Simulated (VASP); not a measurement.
# Band edges against the vacuum: CH3-terminated Si(111), part 2 of 3

Aim: ionisation energy and electron affinity of CH3-terminated Si(111), from a slab and a bulk run lined up through core potentials.

VASP 6.6.1, plane waves and PAW; the level of theory is named at each step.

So far, gap on the k-mesh (eV): step 3 (band edges of the bulk) 0.613.

**4. Relaxing the slab**

This step: PBE; plane waves and PAW (Si, H, C) (VASP 6.6.1).

System of this step: CH3-terminated Si(111). The cell holds 15 atoms: 10 Si, 4 H and 1 C. Its edges and angles: a = 3.868 Å, b = 3.868 Å, c = 33.131 Å, α = 90.0°, β = 90.0°, γ = 60.0°. It derives from Si. 10 layers of Si at this functional's lattice, CH3 on top and H below. Vacuum lies along c.

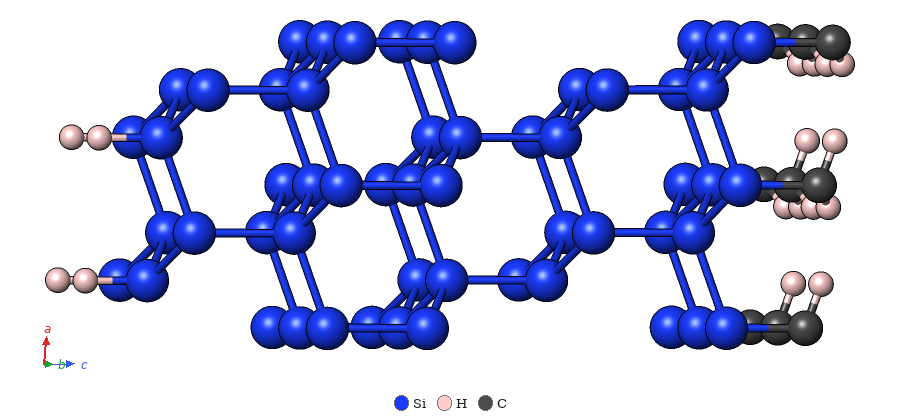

The cell of this step (silicon blue, hydrogen pink, carbon dark grey). 2×2×1 cells are drawn. Some periodic images of atoms are drawn too.

All atoms relax at the fixed cell.

Input file INCAR:

```
SYSTEM = Si10H4C
PREC = Normal
ENCUT = 440
EDIFF = 1E-05
NELM = 120
ISMEAR = 0
SIGMA = 0.03
LREAL = Auto
ALGO = Fast
GGA = PE
NBANDS = 39
LORBIT = 11
LWAVE = .FALSE.
LCHARG = .FALSE.
KPAR = 4
IBRION = 2
NSW = 60
ISIF = 2
EDIFFG = -0.03
POTIM = 0.4
MAXMIX = 40
IDIPOL = 3
LDIPOL = .TRUE.
DIPOL = 0.5 0.5 0.543
```

Input file POSCAR:

```
Si10H4C
1.0
    3.8676508603      0.0000000000      0.0000000000
    1.9338254302      3.3494838980      0.0000000000
    0.0000000000      0.0000000000     33.1311757406
Si H C
10 4 1
Direct
    0.3333333300      0.3333333300      0.2858335000
    0.6666666700      0.6666666700      0.3096624500
    0.6666666700      0.6666666700      0.3811492800
    0.0000000000      0.0000000000      0.4049782200
    0.0000000000      0.0000000000      0.4764650500
    0.3333333300      0.3333333300      0.5002940000
    0.3333333300      0.3333333300      0.5717808300
    0.6666666700      0.6666666700      0.5956097700
    0.6666666700      0.6666666700      0.6670966000
    0.0000000000      0.0000000000      0.6909255500
    0.3333333300      0.3333333300      0.2414644200
    0.8462449700      0.3075100600      0.7585355800
    0.8462449700      0.8462449700      0.7585355800
    0.3075100600      0.8462449700      0.7585355800
    0.0000000000      0.0000000000      0.7473678500
```

Input file KPOINTS:

```
Automatic mesh
0
Gamma
9 9 1
0 0 0
```

Potentials, in the order of the species: Si, H and C (PBE family, release 64).

Run with:

```console
> mpirun -np 4 vasp_std
```

Output:

```text
[banner, memory and clock lines left out]
running    4 mpi-ranks, on    1 nodes
 distrk:  each k-point on    1 cores,    4 groups
 distr:  one band on    1 cores,    1 groups

 POSCAR found type information on POSCAR SiH C
 POSCAR found :  3 types and      15 ions
 LDA part: xc-table for (Slater+PW92), standard interpolation
 POSCAR, INCAR and KPOINTS ok, starting setup
 FFT: planning ... GRIDC
 FFT: planning ... GRID_SOFT
 FFT: planning ... GRID
 WAVECAR not read
 entering main loop
       N       E                     dE             d eps       ncg     rms          rms(c)
DAV:   1     0.173502106121E+03    0.17350E+03   -0.15277E+04   936   0.828E+02
DAV:   2    -0.607876529173E+02   -0.23429E+03   -0.21894E+03  1254   0.166E+02
DAV:   3    -0.807519662603E+02   -0.19964E+02   -0.19659E+02  1170   0.480E+01
DAV:   4    -0.815510691679E+02   -0.79910E+00   -0.79679E+00  1312   0.112E+01
DAV:   5    -0.815888553367E+02   -0.37786E-01   -0.37778E-01  1321   0.232E+00    0.142E+01
RMM:   6    -0.781580579700E+02    0.34308E+01   -0.60816E+00   936   0.636E+00    0.776E+00
RMM:   7    -0.776752118347E+02    0.48285E+00   -0.37262E+00   936   0.577E+00    0.291E+00
RMM:   8    -0.775502618534E+02    0.12495E+00   -0.64417E-01   955   0.233E+00    0.578E-01
RMM:   9    -0.775291732843E+02    0.21089E-01   -0.65964E-02   982   0.944E-01    0.252E-01
RMM:  10    -0.775285014252E+02    0.67186E-03   -0.26479E-02  1038   0.556E-01    0.236E-01
RMM:  11    -0.775262840916E+02    0.22173E-02   -0.68598E-03   961   0.274E-01    0.778E-02
RMM:  12    -0.775261277603E+02    0.15633E-03   -0.24113E-03   998   0.167E-01    0.521E-02
RMM:  13    -0.775268199435E+02   -0.69218E-03   -0.11000E-03   962   0.109E-01    0.327E-02
RMM:  14    -0.775272342667E+02   -0.41432E-03   -0.36914E-04   936   0.625E-02    0.141E-02
RMM:  15    -0.775278434338E+02   -0.60917E-03   -0.16118E-04   848   0.424E-02    0.765E-03
RMM:  16    -0.775279871051E+02   -0.14367E-03   -0.45393E-05   782   0.233E-02    0.463E-03
RMM:  17    -0.775280790537E+02   -0.91949E-04   -0.16553E-05   704   0.143E-02    0.379E-03
RMM:  18    -0.775281319018E+02   -0.52848E-04   -0.77084E-06   646   0.926E-03    0.179E-03
RMM:  19    -0.775281587718E+02   -0.26870E-04   -0.28219E-06   594   0.585E-03    0.129E-03
RMM:  20    -0.775281746675E+02   -0.15896E-04   -0.10747E-06   525   0.407E-03    0.598E-04
RMM:  21    -0.775281850061E+02   -0.10339E-04   -0.87643E-07   499   0.350E-03    0.606E-04
RMM:  22    -0.775281898820E+02   -0.48759E-05   -0.33048E-07   405   0.277E-03
   1 F= -.77528190E+02 E0= -.77528190E+02  d E =-.775282E+02
 curvature:   0.00 expect dE= 0.000E+00 dE for cont linesearch  0.000E+00
 trial: gam= 0.00000 g(F)=  0.832E-01 g(S)=  0.000E+00 ort = 0.000E+00 (trialstep = 0.100E+01)
 search vector abs. value=  0.832E-01
 bond charge predicted
       N       E                     dE             d eps       ncg     rms          rms(c)
DAV:   1    -0.775534966809E+02   -0.25312E-01   -0.19318E+00  1152   0.563E+00    0.498E-01
RMM:   2    -0.775582253298E+02   -0.47286E-02   -0.89055E-02   946   0.124E+00    0.430E-01
RMM:   3    -0.775578408721E+02    0.38446E-03   -0.21110E-02   981   0.599E-01    0.205E-01
RMM:   4    -0.775586630544E+02   -0.82218E-03   -0.51348E-03  1017   0.299E-01    0.913E-02
RMM:   5    -0.775588748858E+02   -0.21183E-03   -0.22079E-03  1000   0.163E-01    0.240E-02
RMM:   6    -0.775589212922E+02   -0.46406E-04   -0.53718E-04  1048   0.832E-02    0.197E-02
RMM:   7    -0.775589275091E+02   -0.62169E-05   -0.31029E-05   731   0.226E-02
   2 F= -.77558928E+02 E0= -.77558928E+02  d E =-.307376E-01
[... from here on, the cycles between the ionic steps are left out ...]
   3 F= -.77560930E+02 E0= -.77560930E+02  d E =-.327398E-01
   4 F= -.77569970E+02 E0= -.77569970E+02  d E =-.904044E-02
   5 F= -.77570539E+02 E0= -.77570539E+02  d E =-.960938E-02
   6 F= -.77575961E+02 E0= -.77575961E+02  d E =-.542214E-02
   7 F= -.77576243E+02 E0= -.77576243E+02  d E =-.570396E-02
   8 F= -.77578196E+02 E0= -.77578196E+02  d E =-.195323E-02
   9 F= -.77578659E+02 E0= -.77578659E+02  d E =-.241603E-02
  10 F= -.77580228E+02 E0= -.77580228E+02  d E =-.156921E-02
  11 F= -.77580836E+02 E0= -.77580836E+02  d E =-.217692E-02
  12 F= -.77581602E+02 E0= -.77581602E+02  d E =-.766168E-03
  13 F= -.77581607E+02 E0= -.77581607E+02  d E =-.771395E-03
 curvature:  -1.31 expect dE=-0.386E-03 dE for cont linesearch -0.241E-06
 trial: gam= 0.30239 g(F)=  0.295E-03 g(S)=  0.000E+00 ort =-0.168E-04 (trialstep = 0.152E+01)
 search vector abs. value=  0.425E-03
 bond charge predicted
       N       E                     dE             d eps       ncg     rms          rms(c)
DAV:   1    -0.775818273170E+02   -0.21929E-03   -0.83418E-03  1041   0.363E-01    0.429E-02
RMM:   2    -0.775818487026E+02   -0.21386E-04   -0.52706E-04   949   0.952E-02    0.279E-02
RMM:   3    -0.775818338677E+02    0.14835E-04   -0.97634E-05   960   0.450E-02    0.189E-02
RMM:   4    -0.775818525036E+02   -0.18636E-04   -0.27296E-05   737   0.228E-02    0.773E-03
RMM:   5    -0.775818751030E+02   -0.22599E-04   -0.80527E-06   625   0.114E-02    0.544E-03
RMM:   6    -0.775818773116E+02   -0.22085E-05   -0.20615E-06   595   0.665E-03
  14 F= -.77581877E+02 E0= -.77581877E+02  d E =-.269921E-03
 trial-energy change:   -0.000270  1 .order   -0.000254   -0.000442   -0.000066
 step:   1.7909(harm=  1.7909)  dis= 0.00242  next Energy=   -77.581867 (dE=-0.260E-03)
 reached required accuracy - stopping structural energy minimisation
```

Wall time 5.9 min (4 MPI ranks of AMD EPYC 7R43, shared host); peak memory 1.3 GiB.

OUTCAR, selected parts (step 4):

```text
  LATTYP: Found a hexagonal cell.
 ALAT       =     3.8676508603
 C/A-ratio  =     8.5662271330

 Subroutine GETGRP returns: Found  6 space group operations
 (whereof  6 operations were pure point group operations)

The static configuration has the point symmetry C_3v.

 Found     12 irreducible k-points:

   k-points           NKPTS =     12   k-points in BZ     NKDIM =     12   number of bands    NBANDS=     39

   dimension x,y,z NGX =    20 NGY =   20 NGZ =  180
   dimension x,y,z NGXF=    40 NGYF=   40 NGZF=  360

   ENCUT  =  440.0 eV  32.34 Ry    5.69 a.u.   6.62  6.62 56.67*2*pi/ulx,y,z

   NELECT =      48.0000    total number of electrons

 dipolmoment           0.000000      0.000000     -0.063362 electrons x Angstroem

 E-fermi :   0.9365

 k-point     1 :       0.0000    0.0000    0.0000
  band No.  band energies     occupation
    ...
     20       0.1913      2.00000
     21       0.5236      2.00000
     22       0.5236      2.00000
     23       0.7585      2.00000
     24       0.7585      2.00000
     25       2.3076      0.00000
     26       2.4392      0.00000
     27       2.6630      0.00000
     28       3.0045      0.00000
     29       3.2983      0.00000
    ...

 k-point     2 :       0.1111    0.0000    0.0000
  band No.  band energies     occupation
    ...
     20      -0.1491      2.00000
     21      -0.0474      2.00000
     22       0.1144      2.00000
     23       0.3249      2.00000
     24       0.5876      2.00000
     25       2.8777      0.00000
     26       3.0177      0.00000
     27       3.0752      0.00000
     28       3.2783      0.00000
     29       3.5598      0.00000
    ...

  Total        0.4306745      0.4306745      0.2633687      0.0000000     -0.0000000      0.0000000
  in kB        1.6076730      1.6076730      0.9831339      0.0000000     -0.0000000      0.0000000
  external PRESSURE =       1.3994933 kB  Pullay stress =       0.0000000 kB

  energy-cutoff  :      440.00
  volume of cell :      429.20
      direct lattice vectors                 reciprocal lattice vectors
     3.867650860  0.000000000  0.000000000     0.258554879 -0.149276729  0.000000000
     1.933825430  3.349483898  0.000000000     0.000000000  0.298553458  0.000000000
     0.000000000  0.000000000 33.131175741     0.000000000  0.000000000  0.030183052

 POSITION                                       TOTAL-FORCE (eV/Angst)
 -----------------------------------------------------------------------------------
      1.93383      1.11649      9.49860        -0.000000     -0.000000     -0.022994
      3.86765      2.23299     10.25808        -0.000000     -0.000000      0.000225
      3.86765      2.23299     12.62100        -0.000000     -0.000000     -0.009707
      1.93383      3.34948     13.40658        -0.000000     -0.000000     -0.019535
      1.93383      3.34948     15.77209        -0.000000     -0.000000     -0.020534
      1.93383      1.11649     16.55481        -0.000000     -0.000000      0.014091
      1.93383      1.11649     18.91658         0.000000     -0.000000      0.005079
      3.86765      2.23299     19.69927         0.000000     -0.000000     -0.000537
      3.86765      2.23299     22.05801        -0.000000     -0.000000      0.024626
      1.93383      3.34948     22.85775         0.000000     -0.000000     -0.002118
      1.93383      1.11649      7.99315        -0.000000     -0.000000      0.010815
      3.86765      1.02066     25.18093        -0.000000     -0.012209      0.003266
      4.91756      2.83915     25.18093         0.010573      0.006104      0.003266
      2.81774      2.83915     25.18093        -0.010573      0.006104      0.003266
      1.93383      3.34948     24.78189         0.000000     -0.000000      0.010793
 -----------------------------------------------------------------------------------
    total drift:                               -0.000043     -0.000025      0.054072

  FREE ENERGIE OF THE ION-ELECTRON SYSTEM (eV)
  ---------------------------------------------------
  free  energy   TOTEN  =       -77.5818773116 eV

  energy  without entropy=      -77.5818773116  energy(sigma->0) =      -77.58187731

 vacuum level on the upper side and lower side of the slab         4.384         5.285

 total charge
# of ion       s       p       d       tot
------------------------------------------
    1        0.742   0.958   0.000   1.700
    2        0.746   0.946   0.000   1.693
    3        0.749   0.932   0.000   1.681
    4        0.750   0.930   0.000   1.680
    5        0.750   0.930   0.000   1.680
    6        0.750   0.931   0.000   1.681
    7        0.750   0.931   0.000   1.681
    8        0.749   0.932   0.000   1.681
    9        0.749   0.946   0.000   1.694
   10        0.739   0.937   0.000   1.676
   11        0.558   0.013   0.000   0.571
   12        0.639   0.045   0.000   0.684
   13        0.639   0.045   0.000   0.684
   14        0.639   0.045   0.000   0.684
   15        0.841   1.765   0.000   2.607
--------------------------------------------------
tot         10.792  11.285   0.000  22.077

[... 1 part as in an earlier step ...]

[... 7 further parts left out ...]
```

CONTCAR:

```
Si10H4C
   1.00000000000000
     3.8676508602999999    0.0000000000000000    0.0000000000000000
     1.9338254302000000    3.3494838979999999    0.0000000000000000
     0.0000000000000000    0.0000000000000000   33.1311757405999998
  Si              H               C
    10     4     1
Direct
     0.3333333300000021    0.3333333300000021    0.2866967591584281
     0.6666666699999979    0.6666666699999979    0.3096201071923961
     0.6666666699999979    0.6666666699999979    0.3809401839212135
     0.0000000000000000    1.0000000000000000    0.4046515213745966
     0.0000000000000000    1.0000000000000000    0.4760497862204544
     0.3333333300000021    0.3333333300000021    0.4996748157127225
     0.3333333300000021    0.3333333300000021    0.5709600402114143
     0.6666666699999979    0.6666666699999979    0.5945839776791697
     0.6666666699999979    0.6666666699999979    0.6657781926480245
     0.0000000000000000    1.0000000000000000    0.6899166420773309
     0.3333333300000021    0.3333333300000021    0.2412576431876920
     0.8476390588188691    0.3047218823622618    0.7600371992611969
     0.8476390588188691    0.8476390588188691    0.7600371992611969
     0.3047218823622618    0.8476390588188691    0.7600371992611969
     0.0000000000000000    1.0000000000000000    0.7479929928329754
```

The run keeps the 6 symmetry operations of its start, so it cannot find a distortion of lower symmetry.

Relaxation path:

```csv
step,energy less that of the first step (eV),largest force (eV/Å)
1,0.0000,0.8722
2,-0.0307,0.4847
3,-0.0327,0.3092
4,-0.0418,0.1641
5,-0.0423,0.2097
6,-0.0478,0.1294
7,-0.0481,0.1323
8,-0.0500,0.0960
9,-0.0505,0.1098
10,-0.0520,0.0647
11,-0.0526,0.1090
12,-0.0534,0.0396
13,-0.0534,0.0469
14,-0.0537,0.0246
```

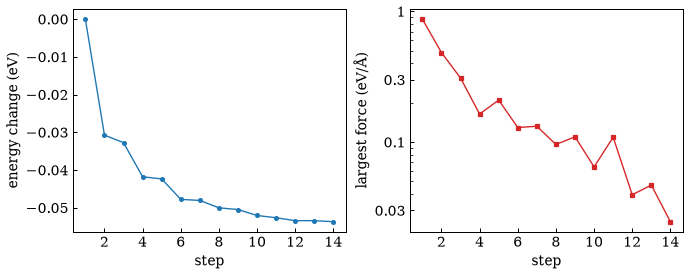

Energy and largest force along the relaxation.

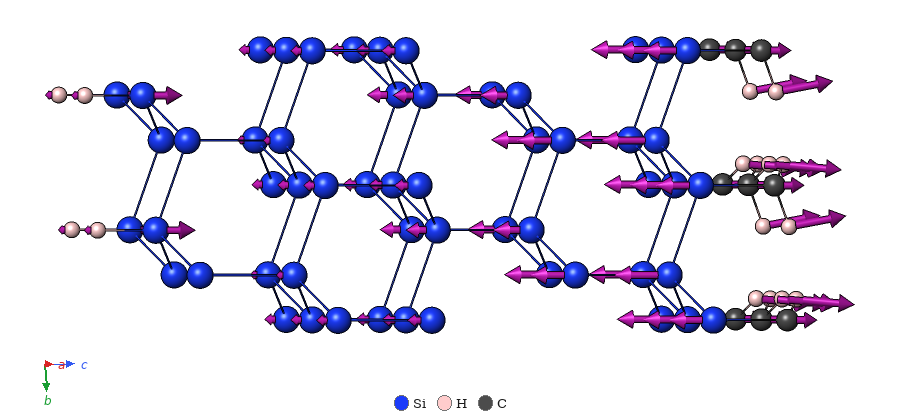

Displacements in the relaxation, exaggerated; the longest in the cell stands for 0.05 Å. 2×2×1 cells are drawn. Some periodic images of atoms are drawn too.

The atoms that moved most (Å):

```csv
atom,dx,dy,dz,length
H12,0.000,-0.009,0.050,0.051
H13,0.008,0.005,0.050,0.051
H14,-0.008,0.005,0.050,0.051
Si9,0.000,0.000,-0.044,0.044
Si8,0.000,0.000,-0.034,0.034
Si10,0.000,0.000,-0.033,0.033
Si1,0.000,0.000,0.029,0.029
Si7,0.000,0.000,-0.027,0.027
```

The relaxed structure:

```
Si H C
1.0
     3.86765    0.00000    0.00000
     1.93383    3.34948    0.00000
     0.00000    0.00000   33.13118
Si H C
10 4 1
Direct
  0.33333 0.33333 0.28670
  0.66667 0.66667 0.30962
  0.66667 0.66667 0.38094
  0.00000 0.00000 0.40465
  0.00000 0.00000 0.47605
  0.33333 0.33333 0.49967
  0.33333 0.33333 0.57096
  0.66667 0.66667 0.59458
  0.66667 0.66667 0.66578
  0.00000 0.00000 0.68992
  0.33333 0.33333 0.24126
  0.84764 0.30472 0.76004
  0.84764 0.84764 0.76004
  0.30472 0.84764 0.76004
  0.00000 0.00000 0.74799
```

Numbers from this step:

| Quantity | Value |
| --- | --- |
| electronic cycles | 95 |
| electrons | 48 |
| free energy (TOTEN) | -77.5819 eV |
| Fermi energy | 0.9365 eV |
| dipole moment | 0, 0, -0.06336 e·Å |
| gap on the k-mesh | 0.8787 eV |
| least direct gap on the k-mesh | 1.549 eV |

The run ended after 14 ionic steps, 0.054 eV below its first step, once the forces on the free atoms met EDIFFG = -0.03.

VASP counts the dipole in electrons times Å, so a positive number points the physical dipole along −c.

(Continued in part 3 of 3.)

[Lines on the potential files, build, host, timing and source positions are cut from VASP's logs without a mark.]

[Logs are printed without paths, hosts, clocks, repeated set-up lines and the standing remarks that a program may print on its own settings, such as how far it seeks lower states.]

[Hosts, paths, dates, database ids (printed as entryN), source tags and the programs' standing remarks are cut or masked in the printed files.]

[Runs that stopped without an error message from VASP are left out.]
